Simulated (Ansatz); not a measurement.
System: SiNi, space group P2_13 (No. 198).

The given structure:
```
CELL_PARAMETERS angstrom
0.00000 -4.46798 0.00000
0.00000 0.00000 -4.46798
8.93595 0.00000 0.00000
ATOMIC_POSITIONS crystal
Si 0.15354 0.15354 0.17323
Si 0.15354 0.15354 0.67323
Si 0.84646 0.65354 0.07677
Si 0.84646 0.65354 0.57677
Si 0.34646 0.84646 0.92323
Si 0.34646 0.84646 0.42323
Si 0.65354 0.34646 0.82677
Si 0.65354 0.34646 0.32677
Ni 0.85101 0.85101 0.82450
Ni 0.85101 0.85101 0.32450
Ni 0.14899 0.35101 0.92550
Ni 0.14899 0.35101 0.42550
Ni 0.64899 0.14899 0.07450
Ni 0.64899 0.14899 0.57450
Ni 0.35101 0.64899 0.17550
Ni 0.35101 0.64899 0.67550
```

Computed with Ansatz 0.2.0: rigid slide of a crystal across a plane by tilting cell vector c, one fault a cell, unrelaxed, by plane-wave density functional theory with PAW datasets, free energies less that of the undisturbed cell; scalar-relativistic. Level: PBEsol, no spin polarisation.

- wave cutoff: 420 eV
- k mesh: 9×9×5
- occupations: Gaussian
- smearing width: 0.15 eV
- k shift: (0, 0, 0) (mesh steps)
- start: relaxed
- height of the cut: 0 (fraction of cell vector c)
- slip vector: (1, -1) (multiples of cell vectors a and b)

Describe the result: the fault energy and shear traction against slip. The slip takes the values 0.0000, 0.1667, 0.3333, 0.5000, 0.6667, 0.8333.

The highest fault energy among the points, the barrier to rigid slip along this vector, is 10800 mJ/m² at slip 0.333; a local minimum of 5340 mJ/m² at slip 0.5 marks a metastable stacking fault. The shear traction goes from 0 GPa at slip 0.0000 to −49 GPa at 0.8333, not monotonically, with a high of 98 GPa at 0.1667 and a low of −58 GPa at 0.3333.

| slip (fraction of the slip vector) | fault energy (mJ/m²) | shear traction (GPa) |
| --- | --- | --- |
| 0.0000 | 0.0 | 0 |
| 0.1667 | 4344.5 | 98 |
| 0.3333 | 10750.4 | −58 |
| 0.5000 | 5341.4 | 31 |
| 0.6667 | 9305.0 | −31 |
| 0.8333 | 2138.2 | −49 |

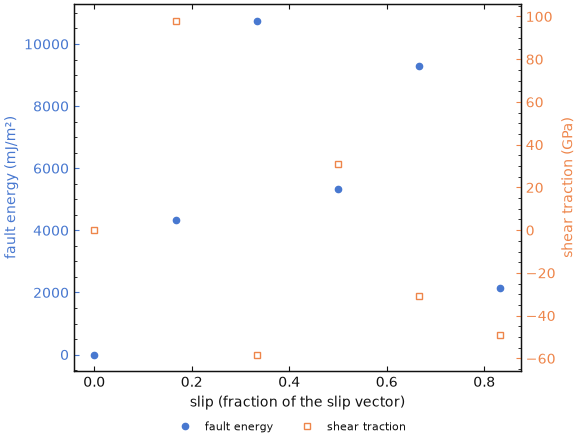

Note: atoms far too close at some points of the scan; no spin polarisation, a magnetic state may lie lower.
